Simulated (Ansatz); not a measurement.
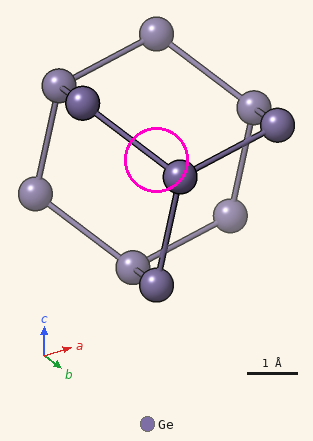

Perfect Ge. Style: ball-and-stick. Shown: the atoms within 4.6 Å of one point, in a slice 5.0 Å thick across the line of sight, from a free direction.

Level of theory: DFT, PBEsol, PAW, plane waves in Ansatz 0.2.0. Set-up: plane-wave cutoff 420 eV; k-point mesh 1 × 1 × 1; mesh shifted by (0.25, 0.25, 0.25); collinear spin. Fermi-Dirac smearing of 0.01 eV. A uniform background neutralises the charged cell. The axes drawn are those of the host's conventional cell.

An extra germanium atom is put between the host's atoms (an interstitial) at the ringed place, in charge state +1. The supercell has 64 sites, and the atoms are relaxed at the host's cell.

**Predict the relaxed surroundings of the defect.**

The Ge atom starts with 10 Ge at 2.45 to 2.84 Å around its place and ends with 10 Ge at 2.59 to 2.93 Å. Of the host's atoms, a germanium atom moves furthest from its site, by 0.15 Å. The cell's net moment is 0.80 μB.

The relaxed defect, seen from the same direction:

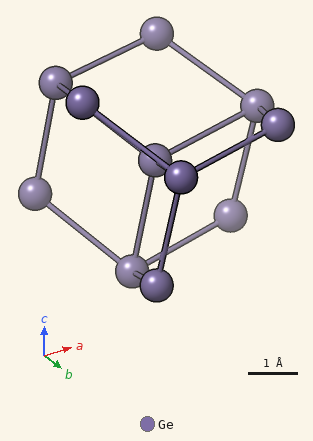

Limits of the set-up: the cell is charged, on a uniform background, and energies carry no finite-size correction.
